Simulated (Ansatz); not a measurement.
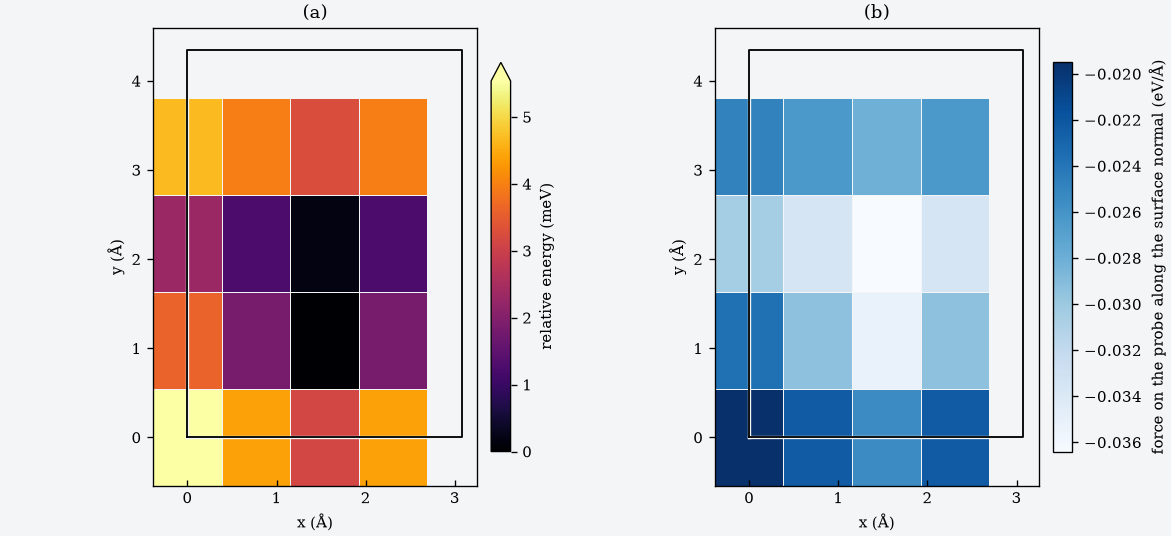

H on a SiC(110) slab cut from the F-43m phase, its upper half relaxed before the scan (32 atoms of substrate and one adsorbate in a 2 × 2 cell). H is moved over the surface cell at a fixed height above a rigid substrate; the origin of the map has the adsorbate above C29; the height is held at 3.40 Å. Places are given modulo a cell vector. The map is drawn in real space over the plane of the surface. The scan uses a 4 × 4 grid; 12 points were computed and 4 follow by symmetry. Places are given in fractions of the 1 × 1 surface cell. All energies are given in meV relative to the lowest grid point. At a fixed height the lowest place need not be the adsorption site. Computed with Ansatz 0.2.0, DFT PBE+D3(BJ), scalar-relativistic, plane waves, PAW. Settings: cutoff 420 eV, k-mesh 5×3×1, gaussian smearing 0.05 eV, spin-polarised.

Panel (a) is the energy and panel (b) the computed force on the probe along the surface normal on the same grid.

In the figure: one coloured cell a grid point, the outline of one cell of the plane, one colour for all values above the top of the scale.

### How does the force on the probe along the surface normal vary over the map, and what is it at the lowest grid point?

It runs from −0.04 eV/Å at (2/4, 2/4) of the cell vectors [nearest 1 Si at 3.88 Å] to −0.02 eV/Å at the top site over a surface C atom, (0/4, 0/4) of the cell vectors. At the lowest grid point, (2/4, 1/4) of the cell vectors [nearest 1 Si at 3.65 Å], it is −0.04 eV/Å.

PAW datasets: the set soft_1.
